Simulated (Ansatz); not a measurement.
BeS

```cif
data_structure
_symmetry_space_group_name_H-M 'P 1'
_symmetry_Int_Tables_number 1
_cell_length_a 4.7736
_cell_length_b 4.7736
_cell_length_c 4.7736
_cell_angle_alpha 90.000
_cell_angle_beta 90.000
_cell_angle_gamma 90.000
_cell_volume 108.78
loop_
_atom_site_label
_atom_site_type_symbol
_atom_site_fract_x
_atom_site_fract_y
_atom_site_fract_z
_atom_site_occupancy
Be1 Be 0.00000 0.00000 0.00000 1
Be2 Be 0.50000 0.50000 0.00000 1
Be3 Be 0.50000 0.00000 0.50000 1
Be4 Be 0.00000 0.50000 0.50000 1
S1 S 0.50000 0.00000 0.00000 1
S2 S 0.00000 0.50000 0.00000 1
S3 S 0.00000 0.00000 0.50000 1
S4 S 0.50000 0.50000 0.50000 1
```

Space group Fm-3m; started from the rocksalt prototype, which need not be the ambient phase; changed on purpose from its base cell (hydrostatic strain +3.0%); computed pressure about −10 GPa in this cell.

Level of theory: DFT, HSE06, plane waves, PAW (Ansatz).

In a PAW calculation such maps are meaningful between the atoms, not at the nuclei.

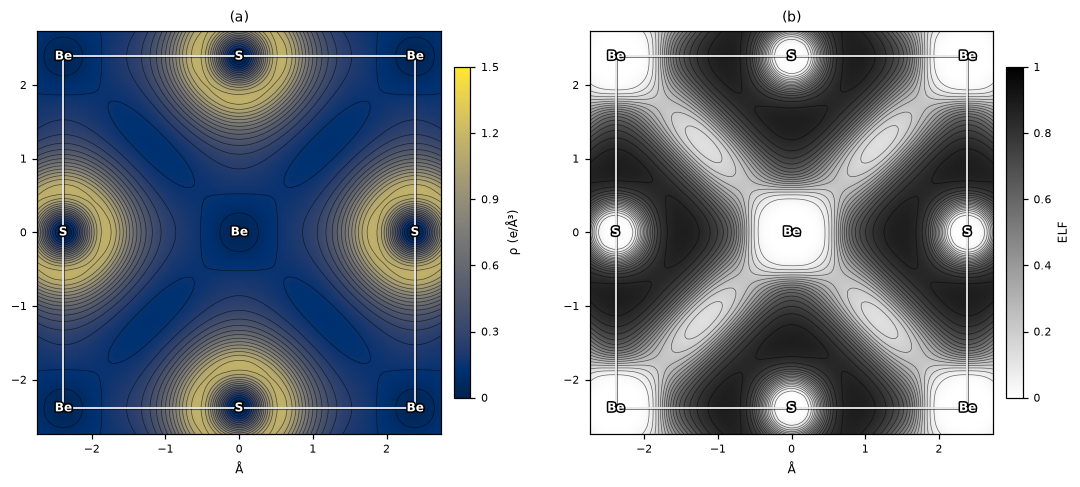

Figure 1. (a) valence pseudo-density; (b) ELF on the (010) plane of the conventional cell.

What do the fields say about this system?

The section cuts through Be and S sites.
Be–S (2.39 Å): ρ at the midpoint is about 0.39 e/Å³; the ELF peaks at about 0.90 in the valence shell of S, 0.9 Å from its nucleus, and is about 0.85 at the midpoint.
Between the atoms the lowest density in this plane is 0.13 e/Å³.

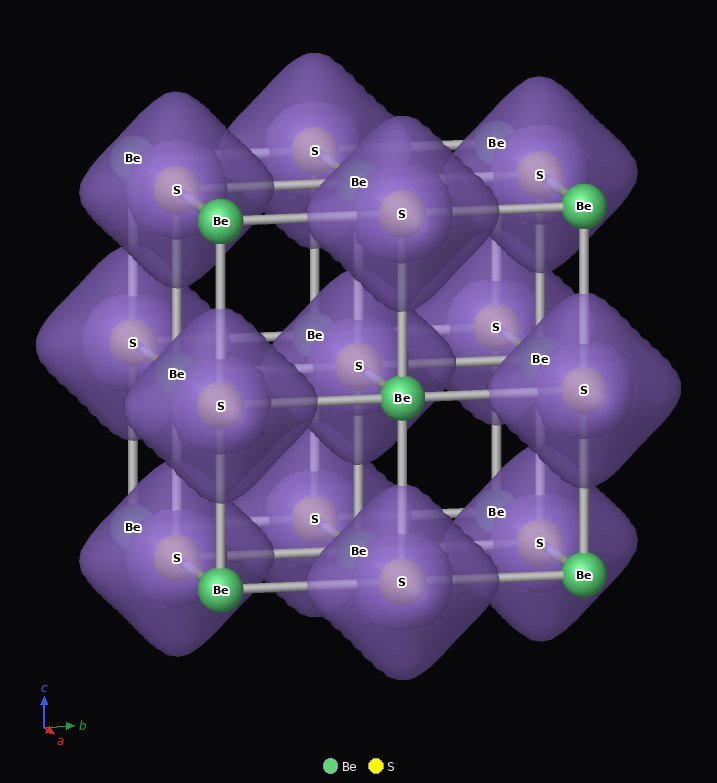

Figure 2. Isosurface of the ELF at 0.8 (purple), seen slightly off an axis. Core shells and regions of very low density are left out. Sticks mark near contacts.

Identify the bonds, lone pairs and shells in this picture.

The surface consists of four regions wrapped around S (the valence shell of each), counted in one cell of 8 atoms. Any copies at cell faces, edges or corners count once.

Does the calculation give a band gap?

It is gapped, with a Kohn–Sham gap of 1.7 eV on the k-point mesh, an upper bound to the gap of this method.
